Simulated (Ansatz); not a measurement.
**TiB₄: density, localisation and related maps**

Input

```
crystal:
  lattice:
    - [3.0085196959, 0.0, 0.0]
    - [0.0, 3.2116023005, 0.0]
    - [0.0, 0.0, 5.111293718]
  atoms:
    - { symbol: Ti, position: [0.0, 0.5, 0.0] }
    - { symbol: B, position: [0.5, 0.0, 0.8261539041] }
    - { symbol: B, position: [0.0, 0.0, 0.3370574441] }
    - { symbol: B, position: [0.0, 0.0, 0.6629425559] }
    - { symbol: B, position: [0.5, 0.0, 0.1738460959] }
basis:
  ecutwfc: 420
kpoints:
  mp_grid: { grid: [12, 12, 8] }
hamiltonian:
  xc: pbe
scf:
  occupations: { method: gaussian, width: 0.1 }
output:
  forces: true
  stress: true
  eigenvalues: true
  write_density: true
  write_potential: true
  elf: true
  volumetric_format: npy
relax:
  adjacent_minimum: "off"
  f_tol: 0.01
  max_steps: 80
  cell: { stress_tol: 0.05 }
```

Launched as:

```sh
ansatz run input.yaml --threads 1 --pin off --max-ram 2560MiB --backend cpu --events-out ev --progress --plain --runs-dir out
```

Below, planes, directions and counts refer to the conventional cell (a = 3.02 Å, b = 3.20 Å, c = 5.11 Å, α = 90.00°, β = 90.00°, γ = 90.00°).

The fields are those of the run's last geometry, not of the input's.

Space group Pmmm; a structure generated by program, which may or may not match a known phase; computed without spin polarisation.

Level of theory: Ansatz, DFT PBE, scalar-relativistic, plane waves, PAW.

In a PAW calculation such maps are meaningful between the atoms, not at the nuclei.

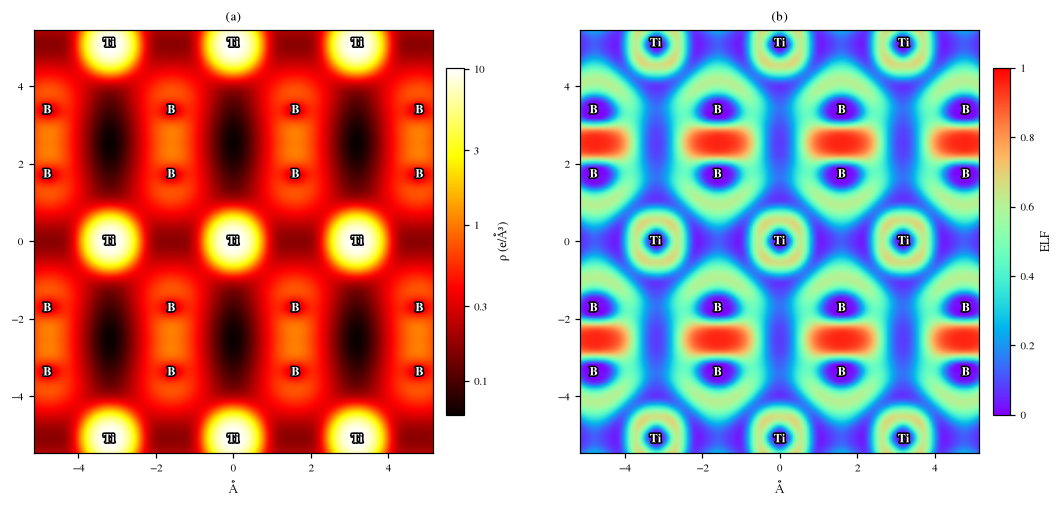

Figure 1. (a) valence charge density (pseudo); (b) ELF on the (100) plane of the conventional cell.

Q: Interpret the plot.

A: Atoms in the plane: Ti and B. B–B (1.66 Å): ρ at the midpoint is about 1 e/Å³; the ELF peaks at about 0.95 between the atoms. Ti–B (2.35 Å): the density is about 0.35 e/Å³ at the midpoint; the ELF peaks at about 0.60 in the valence shell of B, 0.8 Å from its nucleus, and is about 0.25 at the midpoint. Between the atoms the lowest density in this plane is 0.06 e/Å³. The features right at Ti lie inside the PAW spheres, where the map follows smoothed inner orbitals and isn't to be read closely.

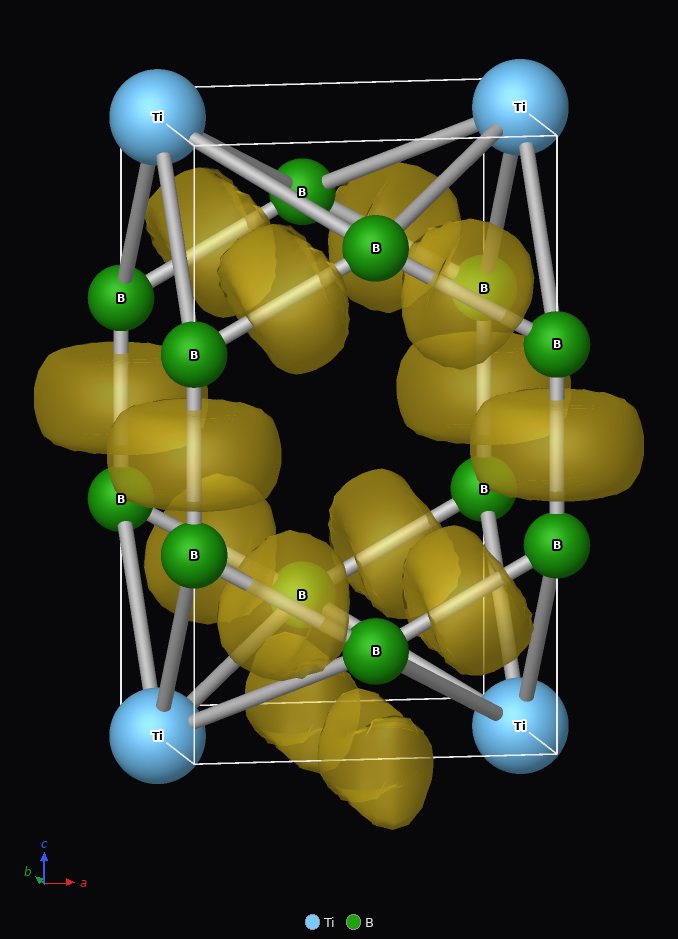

Figure 2. Isosurface of the ELF at 0.7 (yellow), seen slightly off an axis. Core shells and regions of very low density are left out. Sticks mark near contacts.

Q: What do the ELF domains correspond to?

A: The ELF exceeds this value in six regions between bonded B–B atoms, counted in one cell of 5 atoms. Regions shared between cells count once.

Q: Does the calculation make it a metal, or give it a gap?

A: It is metallic or semimetallic at this level of theory: no gap opens.
